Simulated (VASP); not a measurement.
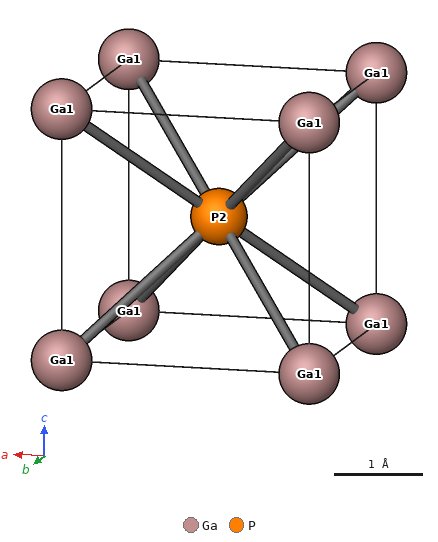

The input geometry (ball-and-stick view of the cell of the calculation, seen at an oblique angle; atoms are numbered from 1 in the order of the input).

Run report: GaP, geometry relaxation

The run: geometry relaxation of GaP (2 atoms in the cell). Method and program: DFT, PBE, plane waves, PAW (VASP 6.6.1).

The structure was built on a prototype by a generator.

INCAR
```
ENCUT = 600.000000
SIGMA = 0.020000
EDIFF = 1.00e-07
EDIFFG = -5.00e-03
GGA = PE
PREC = Accurate
IBRION = 2
ISIF = 3
ISMEAR = -1
NBANDS = 16
NELM = 120
NSW = 40
LASPH = .TRUE.
LCHARG = .FALSE.
LWAVE = .FALSE.
LREAL = .FALSE.
```

KPOINTS
```
KPOINTS created by Atomic Simulation Environment
0
Gamma
8 8 8
0 0 0
```

POSCAR
```
Ga P
 1.0000000000000000
     2.9433940262000000    0.0000000000000000    0.0000000000000000
     0.0000000000000000    2.9433940262000000    0.0000000000000000
     0.0000000000000000    0.0000000000000000    2.9433940262000000
 Ga  P
   1   1
Cartesian
  0.0000000000000000  0.0000000000000000  0.0000000000000000
  1.4716970131000000  1.4716970131000000  1.4716970131000000
```

Run on 1 CPU thread, shared host.

Command:
```bash
mpirun -np 1 vasp_std
```

OSZICAR
```
N       E                     dE             d eps       ncg     rms          rms(c)
DAV:   1     0.778909525243E+02    0.77891E+02   -0.95420E+03  1200   0.187E+03
DAV:   2    -0.217738546343E+01   -0.80068E+02   -0.76085E+02  1296   0.321E+02
DAV:   3    -0.765168910843E+01   -0.54743E+01   -0.54219E+01  1416   0.624E+01
DAV:   4    -0.772312635157E+01   -0.71437E-01   -0.71418E-01  1400   0.743E+00
DAV:   5    -0.772434124176E+01   -0.12149E-02   -0.12148E-02  1432   0.937E-01    0.326E+00
DAV:   6    -0.764100371717E+01    0.83338E-01   -0.11473E-01  1552   0.690E+00    0.192E+00
DAV:   7    -0.762833551910E+01    0.12668E-01   -0.26081E-02  1728   0.155E+00    0.599E-01
DAV:   8    -0.762699855295E+01    0.13370E-02   -0.35277E-03  1376   0.803E-01    0.558E-02
DAV:   9    -0.762698679920E+01    0.11754E-04   -0.31799E-04  1656   0.258E-01    0.482E-02
DAV:  10    -0.762698782094E+01   -0.10217E-05   -0.10956E-05  1304   0.319E-02    0.431E-02
DAV:  11    -0.762698989913E+01   -0.20782E-05   -0.26427E-06  1528   0.279E-02    0.215E-02
DAV:  12    -0.762699067034E+01   -0.77121E-06   -0.94484E-07  1376   0.159E-02    0.315E-03
DAV:  13    -0.762699066622E+01    0.41191E-08   -0.11881E-07   936   0.265E-03
   1 F= -.76269907E+01 E0= -.76260506E+01  d E =-.762699E+01
```

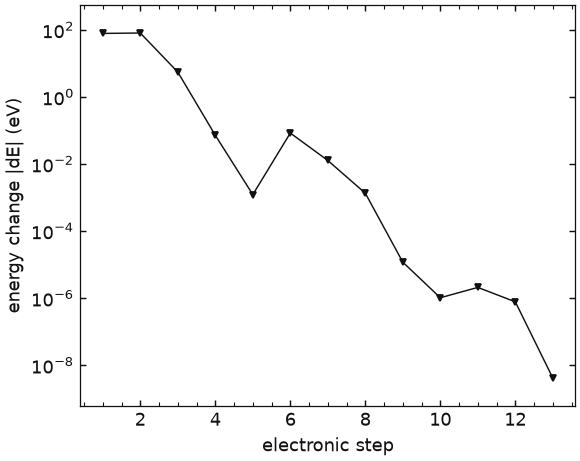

Convergence of the self-consistent field: energy change |dE| against the electronic step. It takes 13 electronic steps. The density is held fixed in the first few steps, and dE rises again when its update begins.

Parts of OUTCAR
```
k-points           NKPTS =     35   k-points in BZ     NKDIM =     35   number of bands    NBANDS=     16

   NELECT =      18.0000    total number of electrons

   dimension x,y,z NGX =    28 NGY =   28 NGZ =   28
   dimension x,y,z NGXF=    56 NGYF=   56 NGZF=   56

  energy-cutoff  :      600.00
  volume of cell :       33.02
      direct lattice vectors                 reciprocal lattice vectors
     3.208169297  0.000000000  0.000000000     0.311704249  0.000000000  0.000000000
     0.000000000  3.208169297  0.000000000     0.000000000  0.311704249  0.000000000
     0.000000000  0.000000000  3.208169297     0.000000000  0.000000000  0.311704249

 k-points in reciprocal lattice and weights: KPOINTS created by Atomic Simulation Env
   0.00000000  0.00000000  0.00000000       0.002
   0.12500000  0.00000000  0.00000000       0.012
   0.25000000  0.00000000  0.00000000       0.012
   0.37500000  0.00000000  0.00000000       0.012
   0.50000000  0.00000000  0.00000000       0.006
   0.12500000  0.12500000  0.00000000       0.023
   0.25000000  0.12500000  0.00000000       0.047
   0.37500000  0.12500000  0.00000000       0.047
   0.50000000  0.12500000  0.00000000       0.023
   0.25000000  0.25000000  0.00000000       0.023
   0.37500000  0.25000000  0.00000000       0.047
   0.50000000  0.25000000  0.00000000       0.023
   0.37500000  0.37500000  0.00000000       0.023
   0.50000000  0.37500000  0.00000000       0.023
   0.50000000  0.50000000  0.00000000       0.006
   0.12500000  0.12500000  0.12500000       0.016
   0.25000000  0.12500000  0.12500000       0.047
   0.37500000  0.12500000  0.12500000       0.047
   0.50000000  0.12500000  0.12500000       0.023
   0.25000000  0.25000000  0.12500000       0.047
   0.37500000  0.25000000  0.12500000       0.094
   0.50000000  0.25000000  0.12500000       0.047
   0.37500000  0.37500000  0.12500000       0.047
   0.50000000  0.37500000  0.12500000       0.047
   0.50000000  0.50000000  0.12500000       0.012
   0.25000000  0.25000000  0.25000000       0.016
   0.37500000  0.25000000  0.25000000       0.047
   0.50000000  0.25000000  0.25000000       0.023
   0.37500000  0.37500000  0.25000000       0.047
   0.50000000  0.37500000  0.25000000       0.047
   0.50000000  0.50000000  0.25000000       0.012
   0.37500000  0.37500000  0.37500000       0.016
   0.50000000  0.37500000  0.37500000       0.023
   0.50000000  0.50000000  0.37500000       0.012
   0.50000000  0.50000000  0.50000000       0.002

 E-fermi :   7.3855

 k-point     1 :       0.0000    0.0000    0.0000
  band No.  band energies     occupation
      1      -7.6223      2.00000
      2      -7.6223      2.00000
      3      -7.4771      2.00000
      4      -7.4771      2.00000
      5      -7.4771      2.00000
      6      -6.4601      2.00000
      7       6.2036      2.00000
      8       6.4786      2.00000
      9       6.4786      2.00000
     10       6.4786      2.00000
     11      11.6726      0.00000
     12      11.6726      0.00000
     13      17.9101      0.00000
     14      17.9101      0.00000
     15      17.9101      0.00000
     16      21.1805      0.00000

 k-point     2 :       0.1250    0.0000    0.0000
  band No.  band energies     occupation
      1      -7.6200      2.00000
      2      -7.6056      2.00000
      3      -7.4857      2.00000
      4      -7.4857      2.00000
      5      -7.4762      2.00000
      6      -6.2541      2.00000
      7       4.1078      2.00000
      8       6.6730      2.00000
      9       6.6730      2.00000
     10       7.6534      0.00000
     11      11.8579      0.00000
     12      13.0253      0.00000
     13      16.7687      0.00000
     14      16.7687      0.00000
     15      17.1158      0.00000
     16      21.2978      0.00000

 k-point     3 :       0.2500    0.0000    0.0000
  band No.  band energies     occupation
      1      -7.6146      2.00000
      2      -7.5673      2.00000
      3      -7.5064      2.00000
      4      -7.5064      2.00000
      5      -7.4739      2.00000
      6      -5.6486      2.00000
      7       1.6930      2.00000
      8       7.2251      1.99934
      9       7.2251      1.99934
     10       8.5184      0.00000
     11      12.3969      0.00000
     12      14.2127      0.00000
     13      14.7737      0.00000
     14      14.7737      0.00000
     15      17.2915      0.00000
     16      19.9637      0.00000

 k-point     4 :       0.3750    0.0000    0.0000
  band No.  band energies     occupation
      1      -7.6092      2.00000
      2      -7.5305      2.00000
      3      -7.5270      2.00000
      4      -7.5270      2.00000
      5      -7.4716      2.00000
      6      -4.7305      2.00000
      7      -0.3891      2.00000
      8       7.9930      0.00000
      9       7.9930      0.00000
     10       9.5628      0.00000
     11      12.6314      0.00000
     12      13.0040      0.00000
     13      13.0040      0.00000
     14      13.1889      0.00000
     15      17.8745      0.00000
     16      20.7739      0.00000

 k-point     5 :       0.5000    0.0000    0.0000
  band No.  band energies     occupation
      1      -7.6070      2.00000
      2      -7.5354      2.00000
      3      -7.5354      2.00000
      4      -7.5155      2.00000
      5      -7.4707      2.00000
      6      -4.0627      2.00000
      7      -1.4535      2.00000
      8       8.4587      0.00000
      9       8.4587      0.00000
     10      10.7467      0.00000
     11      11.1540      0.00000
     12      12.1906      0.00000
     13      12.1906      0.00000
     14      13.7154      0.00000
     15      16.9140      0.00000
     16      22.1696      0.00000

 [... the levels of 29 k-points are left out ...]

 k-point    35 :       0.5000    0.5000    0.5000
  band No.  band energies     occupation
      1      -7.6217      2.00000
      2      -7.6217      2.00000
      3      -7.6217      2.00000
      4      -7.4085      2.00000
      5      -7.4085      2.00000
      6      -0.6410      2.00000
      7       4.4111      2.00000
      8       4.4111      2.00000
      9       4.4111      2.00000
     10       5.7423      2.00000
     11       6.5272      2.00000
     12       6.5272      2.00000
     13       6.5272      2.00000
     14      26.1891      0.00000
     15      26.1891      0.00000
     16      27.6051      0.00000

  Total       -0.0062167     -0.0062167     -0.0062167      0.0000000      0.0000000     -0.0000000
  in kB       -0.3016454     -0.3016454     -0.3016454      0.0000000      0.0000000     -0.0000000
  external PRESSURE =      -0.3016454 kB  Pullay stress =       0.0000000 kB

 POSITION                                       TOTAL-FORCE (eV/Angst)
 -----------------------------------------------------------------------------------
      0.00000      0.00000      0.00000         0.000000      0.000000      0.000000
      1.60408      1.60408      1.60408         0.000000      0.000000      0.000000
 -----------------------------------------------------------------------------------
    total drift:                               -0.000000      0.000000     -0.000000

  FREE ENERGIE OF THE ION-ELECTRON SYSTEM (eV)
  ---------------------------------------------------
  free  energy   TOTEN  =        -7.6269906662 eV

  energy  without entropy=       -7.6251106012  energy(sigma->0) =       -7.62605063
```

CONTCAR
```
Ga P
   1.00000000000000
     3.2081692966666129    0.0000000000000000    0.0000000000000000
     0.0000000000000000    3.2081692966666129    0.0000000000000000
     0.0000000000000000    0.0000000000000000    3.2081692966666129
  Ga              P
     1     1
Direct
     0.0000000000000000    0.0000000000000000    0.0000000000000000
     0.5000000000000000    0.5000000000000000    0.5000000000000000

  0.00000000E+00  0.00000000E+00  0.00000000E+00
  0.00000000E+00  0.00000000E+00  0.00000000E+00
```

Summary

| quantity | value |
| --- | --- |
| outcome | converged |
| space group (tolerance 0.01 Å) | Pm-3m (221) |
| electrons treated | 18 |
| free energy | −7.6270 eV |
| Fermi energy | 7.386 eV |
| pressure | −0.03 GPa |
| final volume | 33.02 Å³ |
| largest force (length of the vector) | under 0.001 eV/Å |
| wall time | 8.9 s |
| peak memory | 0.16 GiB |

Notes

The volume changed by more than 5 % on the plane waves of the start, so the result carries a basis error; a second relaxation from the end is advised.
